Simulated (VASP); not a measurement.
**Mg₂Ge: a failed or faulty run and its cure**

System: Mg₂Ge (3 atoms in the cell).
Method of run 1: DFT, plane waves, PAW, settings varied from a PBE run (VASP 6.6.1).

The structure was built on a prototype by a generator. Some settings of this run were made unusual or wrong on purpose. The geometry comes from this level: r2SCAN (a point of a series of strains). 

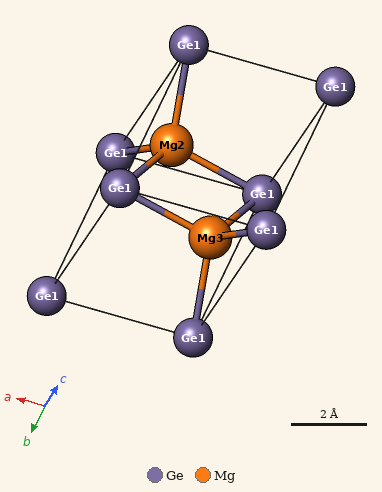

Fig. 1: The structure as given in the input (ball-and-stick view of the reduced cell, seen at an oblique angle; atoms are numbered from 1 in the order of the input). An atom can appear more than once, as a periodic image. Near neighbours in the periodic cell (some may lie outside the picture): Ge has 8 Mg at 2.78 Å; Mg has 4 Ge at 2.78 Å.

## INCAR, run 1
```
ENCUT = 520.000000
EDIFF = 1.00e-07
GGA = PE
PREC = Accurate
IBRION = -1
ISIF = 2
ISMEAR = -1
NBANDS = 16
NSW = 0
LASPH = .TRUE.
LCHARG = .FALSE.
LWAVE = .FALSE.
LREAL = .FALSE.
NELM = 98
SGIMA = 0.02
```

## KPOINTS, run 1
```
KPOINTS created by Atomic Simulation Environment
0
Gamma
8 8 8
0 0 0
```

## POSCAR, run 1
```
Ge Mg
 1.0000000000000000
     0.0000000000000000    3.1831012374999998    3.2467632623000000
     3.1831012374999998    0.0000000000000000    3.2467632623000000
     3.1831012374999998    3.1831012374999998    0.0000000000000000
 Ge  Mg
   1   2
Cartesian
  0.0000000000000000  0.0000000000000000  0.0000000000000000
  1.5915506187499999  1.5915506187499999  1.6233816311500000
  4.7746518562499993  4.7746518562499993  4.8701448934500009
```

Launched with:
```bash
mpirun -np 1 vasp_std
```

Hardware: 1 CPU thread, shared host.

## OSZICAR and lines of OUTCAR (run 1)
```
N       E                     dE             d eps       ncg     rms          rms(c)
DAV:   1     0.864600374105E+02    0.86460E+02   -0.87219E+03  2024   0.182E+03
DAV:   2     0.294365359413E+01   -0.83516E+02   -0.80052E+02  2024   0.421E+02
DAV:   3    -0.850348073812E+01   -0.11447E+02   -0.11409E+02  2400   0.902E+01
DAV:   4    -0.882898580467E+01   -0.32551E+00   -0.32547E+00  2272   0.155E+01
DAV:   5    -0.883596288397E+01   -0.69771E-02   -0.69770E-02  2448   0.255E+00    0.321E+00
DAV:   6    -0.844347908087E+01    0.39248E+00   -0.44429E-01  2344   0.350E+00    0.165E+00
DAV:   7    -0.836882375379E+01    0.74655E-01   -0.23062E-01  2304   0.301E+00    0.541E-01
DAV:   8    -0.836942266801E+01   -0.59891E-03   -0.19449E-02  2448   0.201E+00    0.119E-01
DAV:   9    -0.836918309323E+01    0.23957E-03   -0.19630E-03  2480   0.706E-01    0.345E-02
DAV:  10    -0.836918259878E+01    0.49445E-06   -0.13648E-04  2224   0.694E-02    0.103E-02
DAV:  11    -0.836918975291E+01   -0.71541E-05   -0.22045E-05  2104   0.486E-02    0.619E-03
DAV:  12    -0.836918944099E+01    0.31193E-06   -0.40020E-06  2568   0.246E-02    0.121E-03
DAV:  13    -0.836918943690E+01    0.40900E-08   -0.29239E-07  2200   0.320E-03
   1 F= -.83691894E+01 E0= -.83459084E+01  d E =-.465620E-01
[... from OUTCAR:]
   NELECT =      18.0000    total number of electrons
 E-fermi :   3.6146
  free  energy   TOTEN  =        -8.3691894369 eV
  energy  without entropy=       -8.3226273885  energy(sigma->0) =       -8.34590841
```

### What went wrong, and how is the input to be mended?

Some settings of this run were drawn to be unusual or wrong (NELM = 98; SIGMA = null; SGIMA = 0.02). It converged; results that depend on the unusual settings are not reference values.

A run of the same system that converges differs from this input as follows (lines with − go, lines with + come):
```diff
+SIGMA = 0.020000
+NELM = 120
-NELM = 98
-SGIMA = 0.02
```

## OSZICAR and lines of OUTCAR (run 2)
```
N       E                     dE             d eps       ncg     rms          rms(c)
DAV:   1     0.865342492452E+02    0.86534E+02   -0.87219E+03  2024   0.182E+03
DAV:   2     0.295308874316E+01   -0.83581E+02   -0.80106E+02  2024   0.421E+02
DAV:   3    -0.849940586430E+01   -0.11452E+02   -0.11417E+02  2400   0.903E+01
DAV:   4    -0.882497385290E+01   -0.32557E+00   -0.32554E+00  2272   0.155E+01
DAV:   5    -0.883195135187E+01   -0.69775E-02   -0.69774E-02  2448   0.255E+00    0.323E+00
DAV:   6    -0.843203426169E+01    0.39992E+00   -0.45131E-01  2344   0.353E+00    0.168E+00
DAV:   7    -0.835210216221E+01    0.79932E-01   -0.24909E-01  2312   0.306E+00    0.543E-01
[...]
DAV:   1     0.151741455062E+04   -0.44205E+04      224
DAV:   2     0.908291646677E+03   -0.60912E+03      232
DAV:   3     0.827002983935E+03   -0.81289E+02      288
DAV:   4     0.824816407633E+03   -0.21866E+01      312
DAV:   5     0.824767888142E+03   -0.48519E-01      264
DAV:   6     0.824765908653E+03   -0.19795E-02      320
DAV:   7     0.824765793763E+03   -0.11489E-03      272
DAV:   8     0.824765790344E+03   -0.34183E-05      336
DAV:   9     0.824765790204E+03   -0.14052E-06      232
DAV:  10     0.824765790197E+03   -0.69431E-08      248
[... from OUTCAR:]
   NELECT =      18.0000    total number of electrons
 E-fermi :   3.5376
  free  energy   TOTEN  =        -8.3530108509 eV
  energy  without entropy=       -8.3529219871  energy(sigma->0) =       -8.35296642
```

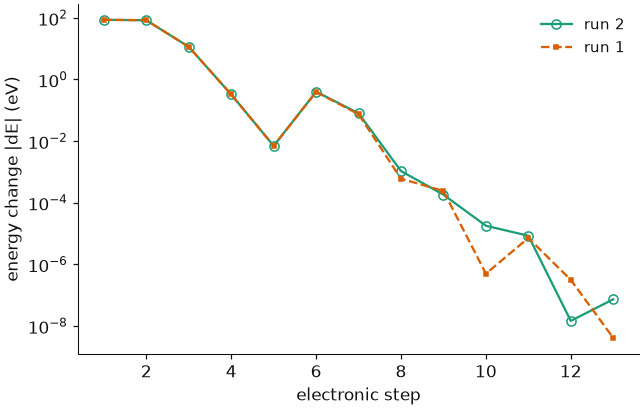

Fig. 2: Convergence of the two runs: energy change |dE| against the electronic step. Run 2 takes 13 steps in all, and run 1 takes 13.

## The two runs side by side

| quantity | run 1 | run 2 |
| --- | --- | --- |
| outcome | converged | converged |
| free energy per atom (eV) | −2.7897 | −2.7843 |
| energy per atom, smearing taken to zero (eV) | −2.7820 | −2.7843 |
| gap on the mesh (eV) | 0.11 | 0.10 |
| pressure (GPa) | 0.19 | 0.15 |
| largest force (eV/Å) | 0.000 | 0.000 |
| SCF iterations | 13 | 13 |
| irreducible k-points | 59 | 59 |

The energy of run 2 (smearing taken to zero) is 2.4 meV per atom lower, which comes mainly from the change of smearing; a solver setting shouldn't move a converged energy. The number of SCF iterations is the same.
